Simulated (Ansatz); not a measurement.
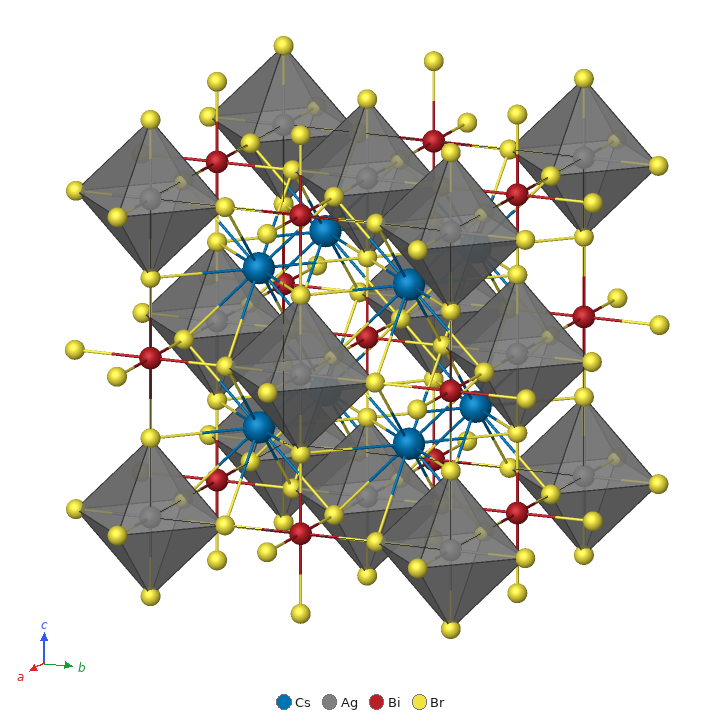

This polyhedral model is shown slightly off an axis. The lines enclose the conventional unit cell; boundary atoms appear with their images. Some neighbours outside the box are added.

Cs2AgBiBr6, double perovskite (elpasolite, K₂NaAlF₆ type), space group Fm-3m (No. 225), a = 11.345 Å, b = 11.345 Å, c = 11.345 Å, α = 90.00°, β = 90.00°, γ = 90.00°. Source of the structure: a structure type filled with these elements by a generator (whether the compound takes this form wasn't checked). Earlier steps of the study may have refined or changed the cell and positions. It was run through Ansatz as a DFT input.

This one geometry was computed with Ansatz (DFT, plane waves, PAW) at six levels of theory: PBE, HSE06, PBE0, LC-wPBE, r2SCAN and dielectric-dependent PBE0 (fraction 1/eps_inf of PBE). It was relaxed beforehand with r2SCAN.

Q: How does the band gap change with the level of theory?

A: PBE: a gap of 1.28 eV, indirect; r2SCAN: a gap of 1.67 eV, indirect; HSE06: a gap of 2.15 eV, indirect; dielectric-dependent PBE0 (fraction 1/eps_inf of PBE): a gap of 2.49 eV, indirect; PBE0: a gap of 2.82 eV, indirect; LC-wPBE: a gap of 6.59 eV, indirect.

Q: Collect the results in a table.

A:
| level | cutoff (eV) | k-mesh of the run's cell | gap (eV) | pressure (GPa) |
| --- | --- | --- | --- | --- |
| PBE | 420 | 4×4×4 | 1.28 | 0.8 |
| HSE06 | 420 | 2×2×2 | 2.15 | 0.5 |
| PBE0 | 420 | 2×2×2 | 2.82 | 0.4 |
| LC-wPBE | 420 | 2×2×2 | 6.59 | -0.3 |
| r2SCAN | 500 | 4×4×4 | 1.67 | 0.0 |
| dielectric-dependent PBE0 (fraction 1/eps_inf of PBE) | 420 | 2×2×2 | 2.49 | 0.6 |

Gaps are taken on the k-mesh or band path of each run.
